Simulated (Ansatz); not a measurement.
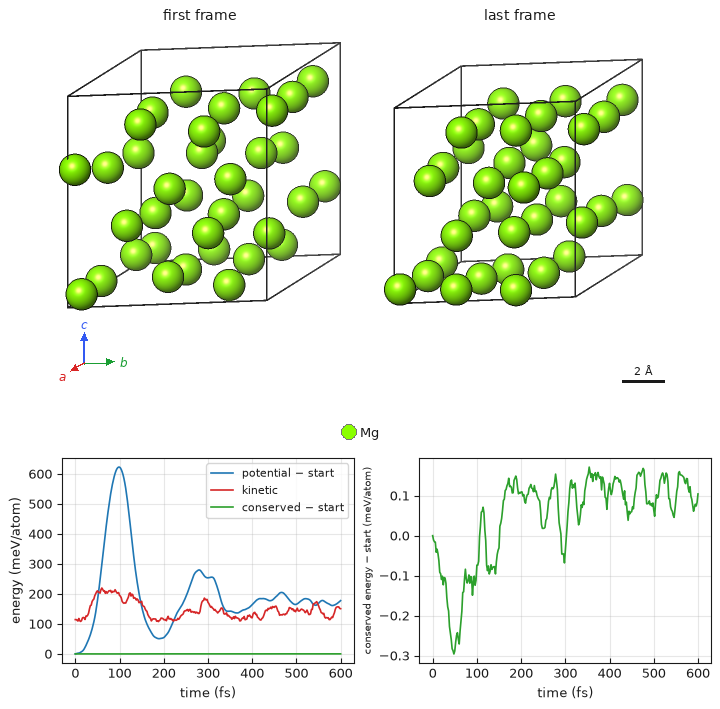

A Born-Oppenheimer molecular dynamics run of a 36-atom cell of Mg, 600 fs long. It starts from the last geometry of an earlier run, with fresh velocities. The picture is a spheres-only view of the simulation cell, seen slightly off an axis.

Method: DFT PBE, scalar-relativistic, plane waves, PAW (Ansatz). Set-up: plane-wave cutoff 420 eV; k-point mesh 2 × 2 × 1; Fermi-Dirac smearing 0.11 eV; low-accuracy preset; Langevin thermostat and barostat (NPT); set temperature 910 K; time step 2 fs; friction 0.01 per fs; target pressure 20 GPa.

**How well is the energy conserved, and can the run be trusted?**

The conserved quantity stays between −0.3 and 0.17 meV per atom of its start. A straight-line fit has a slope that amounts to +0.26 meV per atom over 600 fs (0.2 % of the mean kinetic energy), its mean offset in the second half is under 0.1 %, and the ripple about the line is 0.3 % of the kinetic energy's fluctuation. With a drift under 2 % and a ripple under 7 %, the integration is accurate. Over the second half the temperature averages 1068 K (spread ±118 K). The potential energy in the second half lies on average 176 meV per atom above the first frame. The mean pressure there is 19.6 GPa. The volume ends −23.6 % from the start.

Limits of the set-up: the k-point mesh is coarse for a cell with partly filled bands; the program's low-accuracy preset was used.

The run took 13 min on 4 threads of AMD EPYC 9R45 96-Core Processor (Zen 5), with other jobs on the host, peak memory 3.3 GiB.
